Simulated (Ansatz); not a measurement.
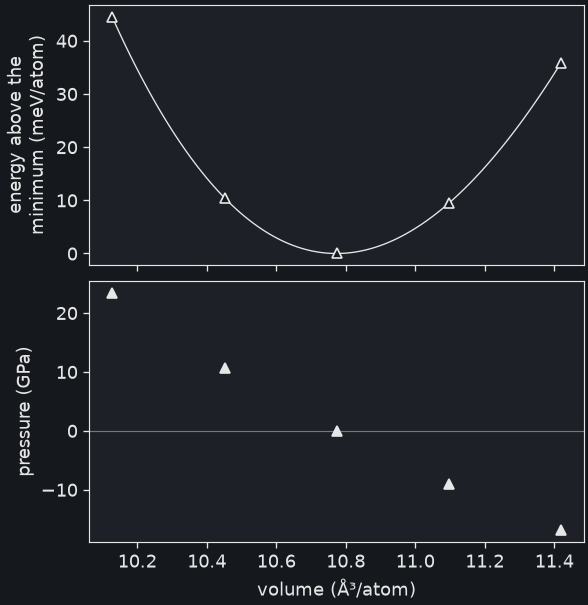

Plotted: energy above the minimum and pressure against volume for TaN, space group Fm-3m (No. 225).

Cell as given: a = 3.123 Å, b = 3.123 Å, c = 3.123 Å, α = 60.00°, β = 60.00°, γ = 60.00°; 2 atoms.

How it was computed, with Ansatz 0.2.0: third-order Birch-Murnaghan fit to density functional energies at scaled volumes of the given relaxed cell, shape and atoms relaxed at each volume; energies count from the fitted minimum; plane waves with PAW datasets, Γ-centred k mesh. Level: PBE, no spin polarisation.

wave cutoff 420 eV; k mesh 16×16×16; occupations Gaussian; smearing width 0.1 eV.

Tabulate the plotted points.

```tsv
volume (Å³/atom)	energy above the minimum (meV/atom)	pressure (GPa)
10.127	44.5	23.38
10.451	10.5	10.73
10.774	0.0	0.00
11.097	9.5	-9.12
11.420	35.9	-16.86
```
